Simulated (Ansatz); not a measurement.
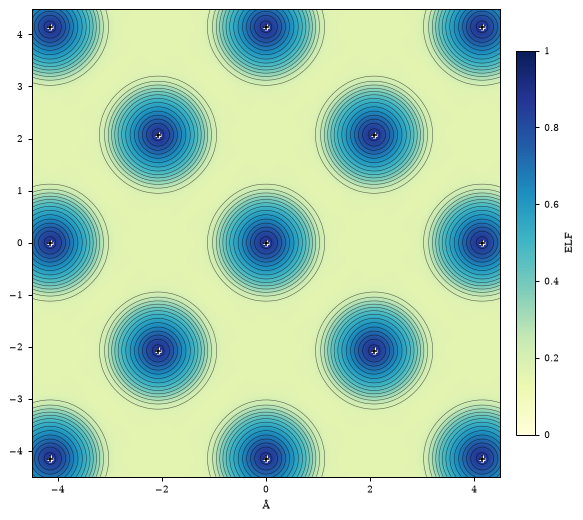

The ELF on a plane through atoms (crosses mark nuclei in the plane).

These are results of DFT PBE, scalar-relativistic, plane waves, PAW in Ansatz 0.2.0, not measurements.

Candidates:
A. Al2Cu, a = 4.86 Å, b = 4.87 Å, c = 4.98 Å, α = 60.74°, β = 76.18°, γ = 60.61°. Space group P1; computed without spin polarisation.
B. Ag, a = 4.15 Å, b = 4.15 Å, c = 4.15 Å, α = 89.99°, β = 89.98°, γ = 90.02°. Space group Fm-3m; computed without spin polarisation.

Which system is this?

Candidate B: Ag on the (001) plane of the conventional cell, which holds Ag. Ag–Ag (2.93 Å): the ELF is about 0.15 at the midpoint: no shared electron pair shows on this line.
